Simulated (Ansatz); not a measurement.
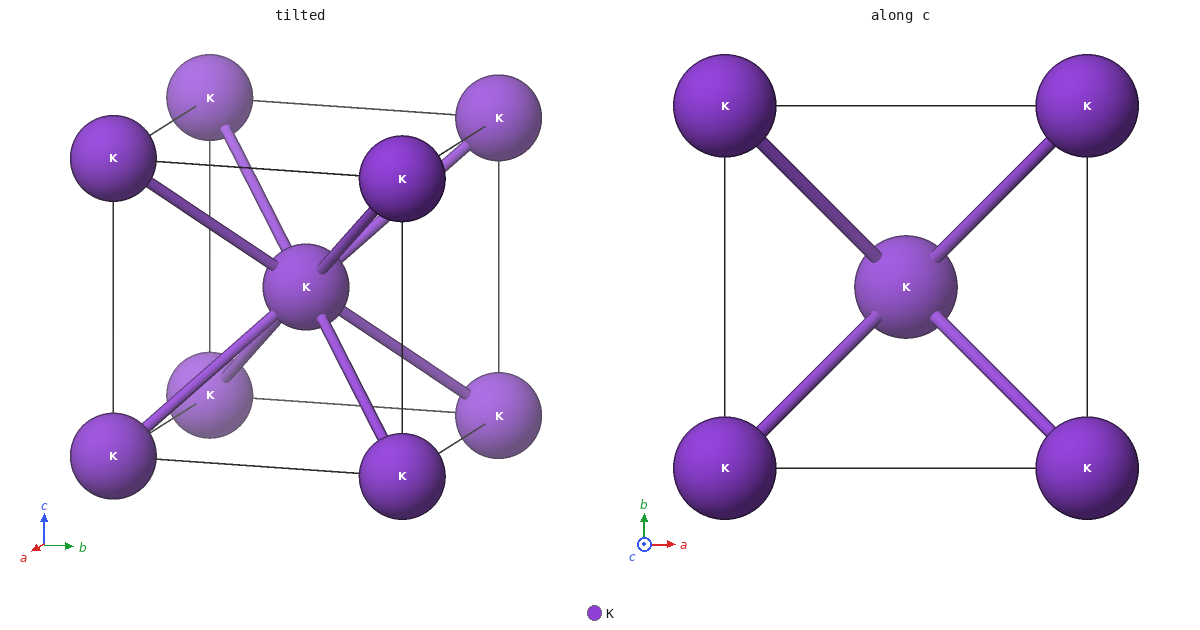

A ball-and-stick rendering, viewed slightly off an axis and along the c axis. The conventional unit cell is outlined; an atom on or near a face, edge or corner is repeated at each equivalent position.

K, body-centred cubic (W type), space group Im-3m (No. 229), a = 5.230 Å, b = 5.230 Å, c = 5.230 Å, α = 90.00°, β = 90.00°, γ = 90.00°. Starting structure: the standard structure of this element. Earlier steps of the study may have refined or changed the cell and positions. It went into a calculation with Ansatz.

This one geometry was computed with Ansatz (DFT, plane waves, PAW) at three levels of theory: PBEsol, PBE and LDA.

Question: How does the band gap change with the level of theory?

Answer: All levels give a metal.

Question: Collect the results in a table.

Answer:
| level | cutoff (eV) | k-mesh of the run's cell | gap (eV) | pressure (GPa) |
| --- | --- | --- | --- | --- |
| PBEsol | 420 | 12×12×12 | metal | 0.0 |
| PBE | 600 | 12×12×12 | metal | 0.1 |
| LDA | 420 | 12×12×12 | metal | -0.4 |

Gaps are taken on the k-mesh or band path of each run.
